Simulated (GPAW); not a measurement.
Consider CdS (Greenockite, P6_3mc).

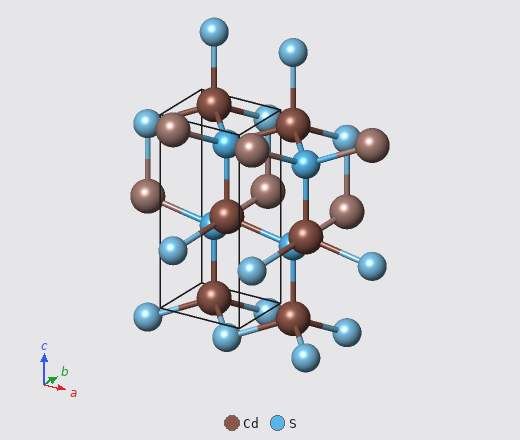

The structure (cadmium brown, sulfur blue). 2×1×1 cells are drawn. Some periodic images of atoms are drawn too.

```xyz
4
Lattice="4.1500 0.0000 0.0000 -2.0750 3.5940 0.0000 0.0000 0.0000 6.7370" Properties=species:S:1:pos:R:3 pbc="T T T"
Cd    2.0750    1.1980    3.3685
Cd    0.0000    2.3960    0.0000
S     2.0750    1.1980    5.8949
S     0.0000    2.3960    2.5264
```

Absorber: atom 3, with 1 Cd at 2.53 Å and 3 Cd at 2.54 Å (tetrahedral, site symmetry 3m). Method: GPAW, PBE, full core hole (charged cell), 12-atom cell with 7.2 Å between holes, 4×4×4 k points, dipole transitions, Gaussian full width 0.9 eV up to 4 eV, rising linearly to 3.5 eV at 25 eV.

The database entry behind the starting cell differs from later determinations by our own check (about 0.35 % long), so it need not match the best structure at ambient conditions.

Q: What does the S K edge look like?

Main maxima up to 24 eV above the zero (height): 2.8 eV (2.16), 4.4 eV (1.95), 6.2 eV (1.74), 8.9 eV (0.77) and 13.8 eV (1.28). A K edge sees empty p states on the absorber. The total-energy difference plus the lowest empty eigenvalue puts the zero at 2482.39 eV. One term is added: -16.94 eV, since the hole is spin-paired here and a spin-polarised one costs that much less in the free atom (computed apart). The photon energy is then 2465.45 eV. The functional and the charged cell's background leave an error of a few eV in such absolute values.

The S K spectrum (energy from the lowest empty level; intensity scaled to a mean of 1 over the first 20 eV; polarised curves are means over the symmetry-equivalent atoms):

| E (eV) | isotropic | ε ⊥ c | ε ∥ c |
| --- | --- | --- | --- |
| -2.0 | 0.00 | 0.00 | 0.00 |
| -0.5 | 0.00 | 0.00 | 0.00 |
| 1.0 | 0.16 | 0.18 | 0.14 |
| 2.5 | 1.98 | 1.97 | 2.01 |
| 4.0 | 1.64 | 1.71 | 1.50 |
| 5.5 | 1.39 | 1.31 | 1.54 |
| 7.0 | 1.20 | 1.15 | 1.32 |
| 8.5 | 0.73 | 0.87 | 0.45 |
| 10.0 | 0.56 | 0.49 | 0.69 |
| 11.5 | 0.69 | 0.63 | 0.83 |
| 13.0 | 1.17 | 1.20 | 1.12 |
| 14.5 | 1.22 | 1.27 | 1.10 |
| 16.0 | 0.97 | 0.95 | 1.02 |
| 17.5 | 0.79 | 0.76 | 0.84 |
| 19.0 | 0.69 | 0.71 | 0.65 |
| 20.5 | 0.76 | 0.80 | 0.67 |
| 22.0 | 0.97 | 0.97 | 0.96 |
| 23.5 | 1.18 | 1.16 | 1.21 |
| 25.0 | 1.25 | 1.25 | 1.25 |
| 26.5 | 1.18 | 1.17 | 1.20 |
| 28.0 | 1.09 | 1.04 | 1.17 |
| 29.5 | 1.09 | 1.07 | 1.12 |
| 31.0 | 1.09 | 1.11 | 1.05 |

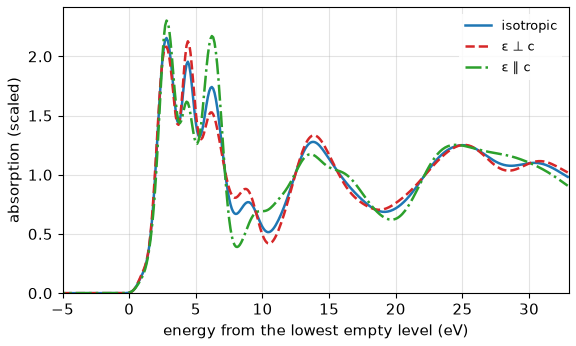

The S K edge.

The mesh is coarse (0.26 Å⁻¹ between points), so small maxima may be mesh ripples. The structure is a published determination, not relaxed.

[Banner, clock and machine lines of the logs are left out without a mark of their own.]

[Logs are printed without paths, hosts, clocks, repeated set-up lines and the standing remarks that a program may print on its own settings, such as how far it seeks lower states.]

[Hosts, paths, dates, database ids (printed as entryN), source tags and the programs' standing remarks are cut or masked in the printed files.]

[Lists of maxima count a maximum above −3 eV only where it reaches 4 % of the highest in the window and stands out from its surroundings by 2 % of it (1.5 % where it reaches 55 %); shoulders and weaker maxima are passed over, and of the rest the first, up to two pre-edge ones and the few strongest are named.]
